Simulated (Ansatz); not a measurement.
HfO₂ (space group P4_2/mnm, No. 136). Coordinates: the geometry relaxed with Ansatz 0.2.0, DFT PBE, scalar-relativistic, plane waves, PAW.

```
CELL_PARAMETERS angstrom
4.88037 0.00000 0.00000
0.00000 4.88037 0.00000
0.00000 0.00000 3.23768
ATOMIC_POSITIONS crystal
Hf 0.00000 0.00000 0.00000
Hf 0.50000 0.50000 0.50000
O 0.19482 0.80518 0.50000
O 0.30518 0.30518 0.00000
O 0.69482 0.69482 0.00000
O 0.80518 0.19482 0.50000
```

Bonds are taken as Hf–O below 2.4 Å. Atoms with one bond or none are removed and atoms with two bonds are replaced by edges, until no such atom is left.

What net does this leave?

The result is a binodal (3,6)-connected, three-periodic net: O is a 3-connected node; Hf is a 6-connected node, in the ratio 2:1. It is the rtl net, known from rutile. It is a single net, without interpenetration.

```json
{"node": "O", "links": "3", "point symbol": "4.6^2", "coordination sequence": "3 14 19 62 51 144 99 254 163 400"}
{"node": "Hf", "links": "6", "point symbol": "4^2.6^10.8^3", "coordination sequence": "6 10 38 34 102 74 198 130 326 202"}
```

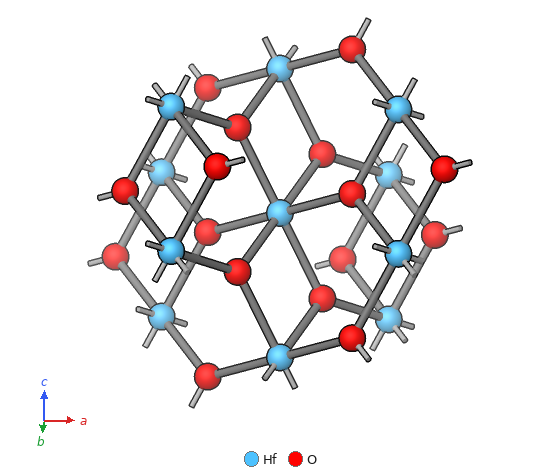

Nodes are coloured by element. Edges to nodes outside the piece are drawn as stubs.
